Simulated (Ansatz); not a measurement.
MoSe₂ (space group P6_3/mmc, No. 194): coordinates from a relaxation with DFT, PBE-D4, plane waves, PAW in Ansatz.

```xyz
6
Lattice="3.2811 0.0000 0.0000 -1.6405 2.8415 0.0000 0.0000 0.0000 12.8020" Properties=species:S:1:pos:R:3 pbc="T T T"
Mo    0.0000    1.8943    3.2005
Mo    1.6405    0.9472    9.6015
Se    0.0000    1.8943    7.9282
Se    1.6405    0.9472    1.5272
Se    0.0000    1.8943   11.2748
Se    1.6405    0.9472    4.8738
```

Describe the stacking along c, with columns A (0, 0), B (1/3, 2/3), C (2/3, 1/3) of the hexagonal mesh.

Se(C) – Mo(B) – Se(C) – Se(B) – Mo(C) – Se(B) (six layers in 12.80 Å).

Se layers alone: CCBB, a sequence in which some neighbouring layers lie directly above each other.

Mo: two trigonal-prismatic sites (per hexagonal cell). Two of the four gaps between Se layers are empty, 3.05 Å wide.

Polytype symbol 2H, the symbol of a layered MX2 polytype (number of slabs in the repeat and lattice).

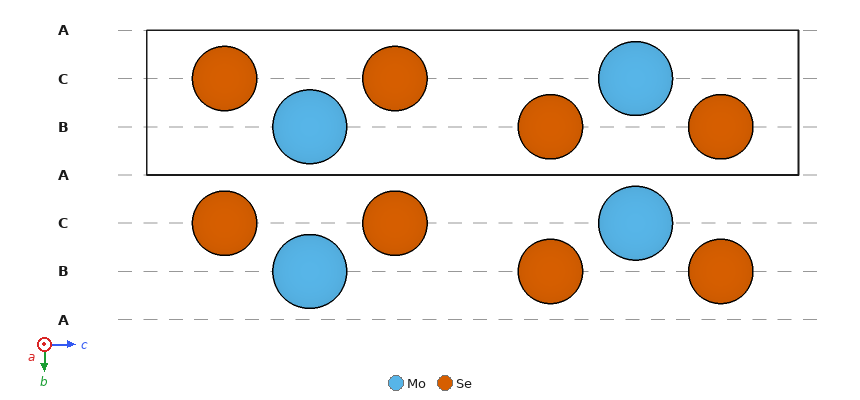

The picture looks along a close-packed row of the hexagonal mesh; c points to the right. The dashed lines mark the three columns A (0, 0), B (1/3, 2/3) and C (2/3, 1/3). The sequence starts with the first layer at or above the cell's origin.
